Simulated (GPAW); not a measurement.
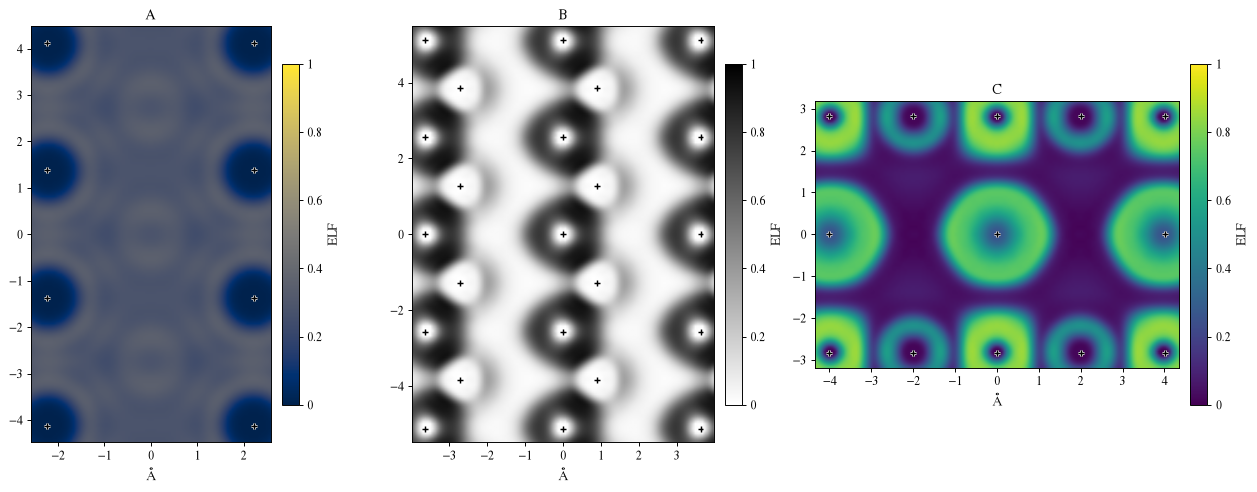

The ELF of 3 systems, each on a plane through atoms (crosses mark nuclei in the plane).

The calculation used GPAW, Kohn-Sham DFT of a periodic cell, PBE, GPAW PAW data sets (gpaw-data 1.2.1).

System 1: BN, the (101) plane of the conventional cell. Space group F-43m; a structure from a database of computed crystals, not necessarily the ambient phase; computed pressure about −5 GPa in this cell.

```yaml
crystal:
  lattice:
    - [3.62600, 0.00000, 0.00000]
    - [0.00000, 0.00000, -3.62600]
    - [0.00000, 3.62600, 0.00000]
  atoms:
    - { symbol: N, position: [0.75000, 0.75000, 0.25000] }
    - { symbol: N, position: [0.25000, 0.75000, 0.75000] }
    - { symbol: N, position: [0.25000, 0.25000, 0.25000] }
    - { symbol: N, position: [0.75000, 0.25000, 0.75000] }
    - { symbol: B, position: [0.50000, 0.50000, 0.00000] }
    - { symbol: B, position: [0.00000, 0.50000, 0.50000] }
    - { symbol: B, position: [0.00000, 0.00000, 0.00000] }
    - { symbol: B, position: [0.50000, 0.00000, 0.50000] }
```

System 2: Ir, the (11̄0) plane of the conventional cell. Space group P6₃/mmc; a structure from a database of computed crystals, not necessarily the ambient phase; computed pressure about −2 GPa in this cell.

```cif
data_structure
_symmetry_space_group_name_H-M 'P 1'
_symmetry_Int_Tables_number 1
_cell_length_a 2.7514
_cell_length_b 2.7514
_cell_length_c 4.4623
_cell_angle_alpha 90.000
_cell_angle_beta 90.000
_cell_angle_gamma 120.000
_cell_volume 29.25
loop_
_atom_site_label
_atom_site_type_symbol
_atom_site_fract_x
_atom_site_fract_y
_atom_site_fract_z
_atom_site_occupancy
Ir1 Ir 0.33333 0.66667 0.25000 1
Ir2 Ir 0.66667 0.33333 0.75000 1
```

System 3: BaTiO$_{3}$, the (101) plane of the conventional cell. Space group Pm-3m; computed pressure about 3 GPa in this cell.

Question: Match each panel to its system.

Answer: Panel A is system 2, Ir: the plane holds Ir. Ir–Ir (2.75 Å): the ELF is about 0.35 at the midpoint. Panel B is system 1, BN: the plane holds N and B. B–N (1.57 Å): the ELF peaks at about 0.95 between the atoms, as expected for a polar covalent bond. Panel C is system 3, BaTiO$_{3}$: the plane holds Ba, Ti and O. Ti–O (2.00 Å): the ELF peaks at about 0.85 in the valence shell of O, 0.6 Å from its nucleus, and is about 0.20 at the midpoint (no localised pair shows between them).
